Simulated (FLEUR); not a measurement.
# Energy of P along an even scaling of the cell

System: P (Cmce, 4 atoms in the cell).
Method: Kohn-Sham DFT of a periodic cell, PBE, all-electron, no spin polarisation (FLEUR MaX-R8.1 (later development tree)).

The 5 runs differ only in the geometry, by an even scaling of the cell at fixed fractional positions. The structure derives from a Materials Project entry.

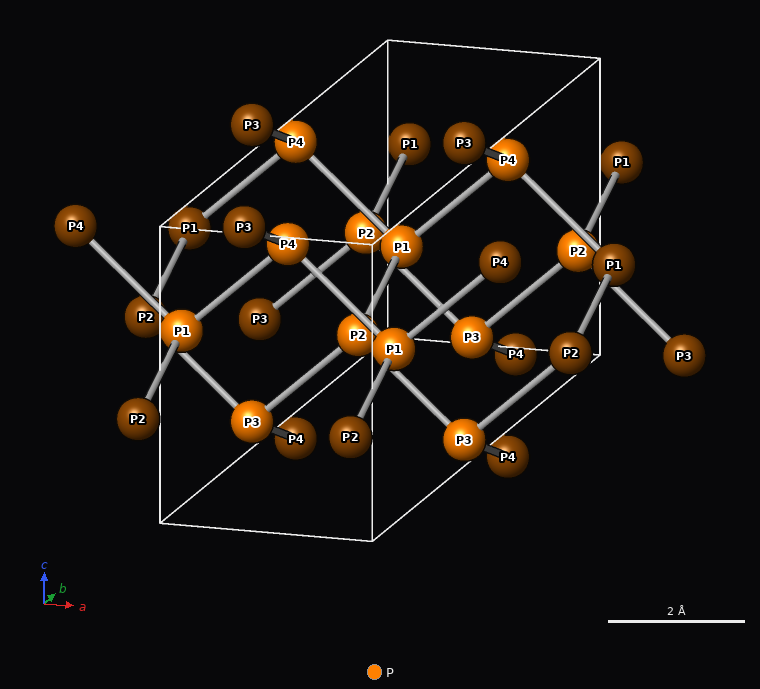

Figure 1. The structure of run 3 (ball-and-stick view of the cell 2 times as large as that of the calculation, set on its symmetry axes, seen slightly off an axis; neighbours outside the cell are drawn fainter; atoms are numbered from 1 in the order of the input).

### Input of run 3
```
<?xml version="1.0" encoding="UTF-8" standalone="no"?>
<fleurInput fleurInputVersion="0.39">
   <comment>
      P                                                                                                   
   </comment>
   <calculationSetup>
      <cutoffs Kmax="3.5" Gmax="17.5" GmaxXC="17.5" numbands="0"/>
      <scfLoop itmax="60" minDistance="0.00001" maxIterBroyd="15" imix="Anderson" alpha="0.05" precondParam="0.0" spinf="2.0" sdNocoIR="T"/>
      <coreElectrons ctail="T" frcor="F" kcrel="0" coretail_lmax="0"/>
      <xcFunctional name="pbe" relativisticCorrections="F"/>
      <magnetism jspins="1"/>
      <soc l_soc="F" theta="0.0" phi="0.0" spav="F"/>
      <expertModes spex="0" secvar="F"/>
      <geometryOptimization l_f="F" forcealpha="1.0" forcemix="BFGS" epsdisp="0.00001" epsforce="0.00001"/>
      <ldaU l_linMix="F" mixParam="0.05" spinf="1.0"/>
   </calculationSetup>
   <cell>
      <bzIntegration valenceElectrons="44.0" mode="hist" fermiSmearingEnergy="0.00183747">
         <kPointListSelection listName="default-1"/>
         <!-- k-points included here -->
         <xi:include xmlns:xi="http://www.w3.org/2001/XInclude" href="kpts.xml"> </xi:include>
      </bzIntegration>
      <!-- symmetry operations included here -->
      <xi:include xmlns:xi="http://www.w3.org/2001/XInclude" href="sym.xml"> </xi:include>
      <bulkLattice scale="1.0000000000">
         <bravaisMatrix>
            <row-1>    3.1137832282417897   -10.3274245610460227     0.0000000000000000</row-1>
            <row-2>    3.1137832282417897    10.3274245610460227     0.0000000000000000</row-2>
            <row-3>    0.0000000000000000     0.0000000000000000     8.5862268750853339</row-3>
         </bravaisMatrix>
      </bulkLattice>
   </cell>
   <atomSpecies>
      <species name="Phosphorous (P)" element="P" atomicNumber="15">
         <mtSphere radius="1.87" gridPoints="639" logIncrement="0.018"/>
         <atomicCutoffs lmax="7" lnonsphr="5"/>
         <electronConfig flipSpins="F">
            <coreConfig>(1s1/2) (2s1/2)</coreConfig>
            <valenceConfig>(2p1/2) (2p3/2) (3s1/2) (3p1/2) (3p3/2)</valenceConfig>
            <stateOccupation state="(3p1/2)" spinUp="0.500000" spinDown="0.500000"/>
            <stateOccupation state="(3p3/2)" spinUp="1.000000" spinDown="1.000000"/>
         </electronConfig>
         <energyParameters s="3" p="3" d="3" f="4"/>
         <lo type="SCLO" l="1" n="2" eDeriv="0"/>
         <lo type="SCLO" l="0" n="3" eDeriv="2"/>
         <lo type="SCLO" l="2" n="3" eDeriv="2"/>
         <lo type="SCLO" l="3" n="4" eDeriv="2"/>
      </species>
   </atomSpecies>
   <atomGroups>
      <atomGroup species="Phosphorous (P)">
         <relPos label="                   1">-.0958568700 .0958568700 -.4111848300</relPos>
         <relPos label="                   2">.0958568700 -.0958568700 .4111848300</relPos>
         <relPos label="                   3">-.4041431300 .4041431300 .0888151700</relPos>
         <relPos label="                   4">.4041431300 -.4041431300 -.0888151700</relPos>
         <force calculate="T" relaxXYZ="TTT"/>
      </atomGroup>
   </atomGroups>
   <output dos="F" band="F" slice="F">
      <checks vchk="F" cdinf="F"/>
      <bandDOS minEnergy="-.5*Htr" maxEnergy="0.5*Htr" sigma="0.015" storeEVData="T"/>
      <vacuumDOS vacdos="F" integ="F" star="F" nstars="0" locx1="0.0" locy1="0.0" locx2="0.0" locy2="0.0" nstm="0" tworkf="0.0"/>
      <unfoldingBand unfoldBand="F" supercellX="1" supercellY="1" supercellZ="1"/>
      <plotting iplot="0" polar="F">
         <plot TwoD="T" vec1="  1.0  0.0  0.0" vec2="  0.0  1.0  0.0" vec3="  0.0  0.0  1.0" zero="  0.0  0.0  0.0" file="plot"/>
      </plotting>
      <chargeDensitySlicing numkpt="0" minEigenval="0.0" maxEigenval="0.0" nnne="0" pallst="F"/>
      <specialOutput eonly="F"/>
      <moessbauerParams electricFieldGradient="T" isomerShift="T" coreHyperfine="T" valenceHyperfine="T"/>
      <magneticCircularDichroism mcd="F" energyLo="-10.0" energyUp="0.0"/>
   </output>
  <!-- We include the file relax.xml here to enable relaxations (see documentation) -->
  <xi:include xmlns:xi="http://www.w3.org/2001/XInclude" href="relax.xml"> <xi:fallback/> </xi:include>
</fleurInput>
```

Command:
```bash
inpgen -f crystal.txt -profile veryFastHighL; fleur_MPI
```

Run 4 has the same physical settings and fractional positions; its lattice vectors (Å) are:
```
   1.669426   -5.536954    0.000000
   1.669426    5.536954    0.000000
   0.000000    0.000000    4.603427
```

### Results, with one run withheld

| run | volume per atom (Å³) | free energy per atom, from the lowest run given (meV) | gap on the mesh (eV) |
| --- | --- | --- | --- |
| 1 | 19.230 | 36.41 | 0.00 |
| 2 | 19.639 | 19.40 | 0.03 |
| 3 | 20.458 | 0.00 | 0.10 |
| 4 | 21.276 | ? | ? |
| 5 | 21.685 | 0.27 | 0.21 |

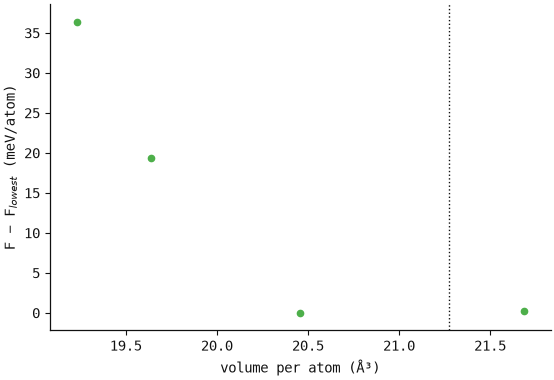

Figure 2. Free energy per atom of the runs given; the dotted line marks run 4.

Estimate the energy of run 4 from the others.

A quadratic polynomial in V^(−2/3) (the Birch–Murnaghan form), fitted to the 4 runs given, misses them by at most 0.06 meV per atom. With x = V^(−2/3) − 0.13475 Å⁻², it reads F = 3.8745 + 4330 x + 6.0864e+05 x² (meV per atom). At run 4 it gives −3.27 meV per atom, and the run itself gives −3.19. The fit has its minimum at 21.044 Å³ per atom, where V d²F/dV² gives 70.9 GPa. Cell shape and fractional positions are held, so this is the stiffness under even scaling; the relaxed bulk modulus wasn't computed. The gap on the mesh goes, without turning, from 0.00 eV in run 1 to 0.21 eV in run 5; run 4 has 0.17 eV. These are gaps of this functional on this mesh, which can miss the band edges; they aren't the measured gap.

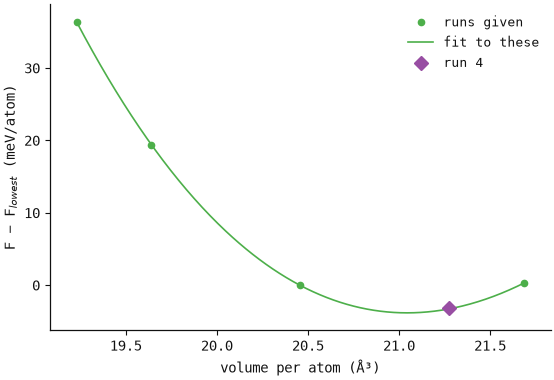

Figure 3. The fit and the withheld run.

### Output (run 4)
```
Welcome to FLEUR        (www.flapw.de)
      MaX-Release 8.1          (www.max-centre.eu)

 ========== k-point set info ==========
 Selected k-point list: default-1
 k-point list type: mesh
 8 x 8 x 6
 Number of k points: 84

 ------------Calculation Setup---------------------------
 Number of MPI-tasks      :            1
 Number of PE/node        :            1
 Number of OMP-threads    :            1
 Most efficient MPI parallelization for:
           1           2           3           4           6           7          12          14          21          28          42          84
 Additional eigenvalue parallelization possible
 Number of basis functions:          544
 Approximate size of matrices (H+S) per k-point:         0.004 GB
 --------------------------------------------------------

 Iteration:     1   Distance:       6.72185400 me/bohr^3

 Iteration:     2   Distance:       6.33997041 me/bohr^3

 Iteration:     3   Distance:       1.84116122 me/bohr^3

 Iteration:     4   Distance:       0.51600844 me/bohr^3

 Iteration:     5   Distance:       0.47193648 me/bohr^3

 Iteration:     6   Distance:       0.10118557 me/bohr^3

 Iteration:     7   Distance:       0.07293176 me/bohr^3

 Iteration:     8   Distance:       0.01153132 me/bohr^3

 Iteration:     9   Distance:       0.00414980 me/bohr^3

 Iteration:    10   Distance:       0.00353480 me/bohr^3

 Iteration:    11   Distance:       0.00033885 me/bohr^3

 Iteration:    12   Distance:       0.00007417 me/bohr^3

 Iteration:    13   Distance:       0.00003459 me/bohr^3

 Iteration:    14   Distance:       0.00000411 me/bohr^3

 ********************************************************************
 Run finished successfully
 Stop message:
   all done
 ********************************************************************
```
